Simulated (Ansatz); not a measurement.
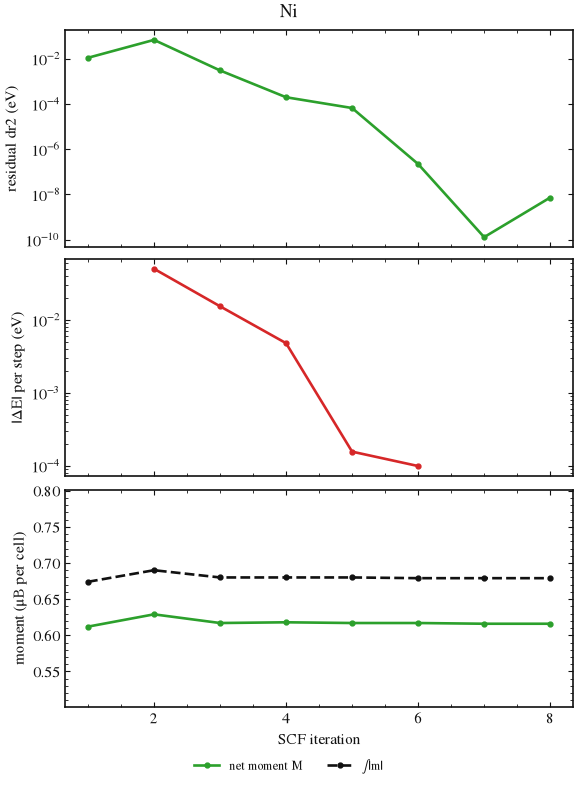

Convergence history. SCF iterations of a calculation: density residual dr2, step-to-step change of the Harris–Foulkes energy, magnetic moments. The run: Ni (Fm-3m, 1 atom in the cell; volume scaled by 0.94), by Ansatz 0.2.0, DFT, LDA, all-electron PAW with datasets made for the crystal, scalar-relativistic; cutoff 340 eV, 20×20×20 k-mesh, Fermi–Dirac smearing of 0.05 eV, collinear spins. The run starts from the density of an earlier run. Energy differences below 3 × 10⁻⁶ eV aren't drawn. dr2 is the charge part; the magnetisation has a residual of its own.

Converged, in 8 iterations. The residual falls unevenly and jumps up by a factor of two or more twice on the way down, most sharply at step 8 (by a factor of about 60). The residual starts near 0.01 and ends near 7 × 10⁻⁹ eV. The net moment stays at 0.6 μB per cell. ∫|m| ends at 0.7 μB.
